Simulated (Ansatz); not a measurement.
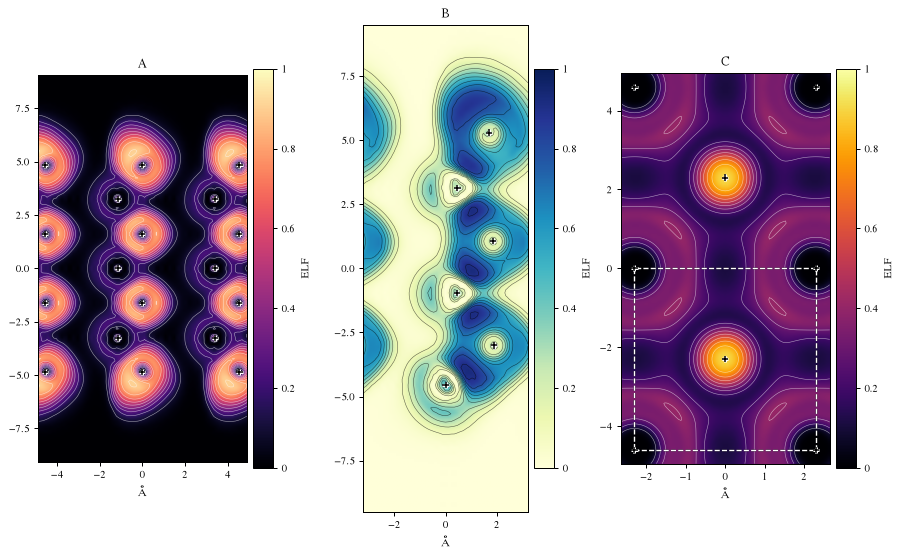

The ELF of 3 systems, each on a plane through atoms (crosses mark nuclei in the plane).

The calculation used DFT PBE, scalar-relativistic, plane waves, PAW in Ansatz.

System 1: GaN (slab), the (100) plane of the calculation cell, a cut from vacuum to vacuum. 

```
CELL_PARAMETERS angstrom
3.21626 0.00000 0.00000
0.00000 4.54848 0.00000
0.00000 0.00000 24.64878
ATOMIC_POSITIONS crystal
Ga 0.50000 0.45751 0.31277
N 0.00000 0.25784 0.30304
Ga 0.00000 0.00465 0.36750
N 0.50000 0.75972 0.36898
Ga 0.50000 0.50597 0.43528
N 0.00000 0.25591 0.43454
Ga 0.00000 0.00870 0.50000
N 0.50000 0.75810 0.50000
Ga 0.50000 0.50597 0.56472
N 0.00000 0.25591 0.56546
Ga 0.00000 0.00465 0.63250
N 0.50000 0.75972 0.63102
Ga 0.50000 0.45751 0.68723
N 0.00000 0.25784 0.69696
```

System 2: AlAs (slab), the (100) plane of the calculation cell, a cut from vacuum to vacuum. 

```cif
data_structure
_symmetry_space_group_name_H-M 'P 1'
_symmetry_Int_Tables_number 1
_cell_length_a 4.0500
_cell_length_b 5.7276
_cell_length_c 25.1251
_cell_angle_alpha 90.000
_cell_angle_beta 90.000
_cell_angle_gamma 90.000
_cell_volume 582.83
loop_
_atom_site_label
_atom_site_type_symbol
_atom_site_fract_x
_atom_site_fract_y
_atom_site_fract_z
_atom_site_occupancy
Al1 Al 0.50000 0.44016 0.31853 1
As1 As 0.00000 0.23766 0.28928 1
Al2 Al 0.00000 0.02102 0.37488 1
As2 As 0.50000 0.77003 0.38024 1
Al3 Al 0.50000 0.51687 0.46130 1
As3 As 0.00000 0.26430 0.45793 1
Al4 Al 0.00000 0.01687 0.53870 1
As4 As 0.50000 0.76430 0.54207 1
Al5 Al 0.50000 0.52102 0.62512 1
As5 As 0.00000 0.27000 0.61976 1
Al6 Al 0.00000 0.94014 0.68148 1
As6 As 0.50000 0.73764 0.71072 1
```

System 3: MnSn3, the (001) plane of the conventional cell. Space group Pm-3m; started from the Cu3Au (L1_2) prototype, which need not be the ambient phase; spin-polarised.

Question: Match each panel to its system.

Answer: Panel A is system 1, GaN: the plane holds N and Ga. Ga–N (1.96 Å): the ELF peaks at about 0.80 in the valence shell of N, 0.7 Å from its nucleus, and is about 0.45 at the midpoint. Panel B is system 2, AlAs: the plane holds Al and As. Al–As (2.44 Å): the ELF peaks at about 0.90 between the atoms; a covalent bond. Panel C is system 3, MnSn3: the plane holds Sn and Mn. Mn–Sn (3.25 Å): the ELF is about 0.35 at the midpoint; no localised pair shows between them.
